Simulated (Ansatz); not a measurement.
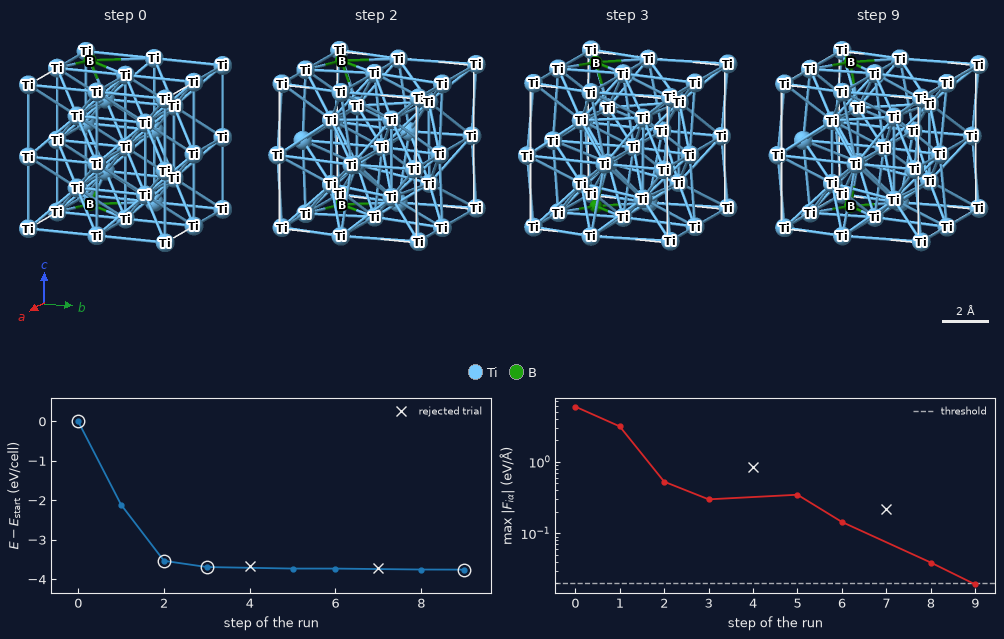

Frames of a relaxation of a defect cell of composition Ti₁₆B, marked on the history of the run. A ball-and-stick model of the cell of the calculation, seen slightly off an axis.

Case: B interstitial, charge +0, atoms relaxed.

All numbers below come from DFT PBE, scalar-relativistic, plane waves, PAW in Ansatz. Set-up: plane-wave cutoff 420 eV; k-point mesh 4 × 4 × 4; occupations gaussian; smearing width 0.1 eV; mesh shifted by (0.5, 0.5, 0.5); no spin polarisation; atoms relaxed in a fixed cell; force threshold 0.02 eV/Å; at most 60 steps.

### What happens along the run?

The energy falls by 3.753 eV per cell of the calculation in 7 accepted moves (9 points after the start). Largest force component: 5.9 eV/Å at the start, 0.019 eV/Å at the end. The line search rejected the trial steps at points 4, 7 of the run. The largest moves, 0.41 Å, are those of Ti atoms. Largest moves by element: Ti 0.41 Å, B 0.37 Å. The lattice vectors keep their values. Among the contacts that change: Ti–Ti 3.256 → 2.447 Å, B–Ti 2.921 → 2.265 Å, B–Ti 2.864 → 2.265 Å, Ti–Ti 3.256 → 3.779 Å. New bonds form: Ti–Ti (3.26 → 2.45 Å). Among the angles between lasting bonds that change: Ti–B–Ti 129.7° → 160.2°, Ti–B–Ti 68.4° → 82.3°, Ti–B–Ti 69.0° → 82.4°. From step 0 to 2: a Ti atom moves most (0.33 Å), energy −3.530 eV per cell of the calculation. From step 2 to 3: the B atom moves most (0.20 Å), energy −0.158 eV per cell of the calculation. From step 3 to 9: the B atom moves most (0.16 Å), energy −65.6 meV per cell of the calculation.

Limits of the set-up: the periodic images lie only 6.5 Å apart, so the values are limited by the cell's size.
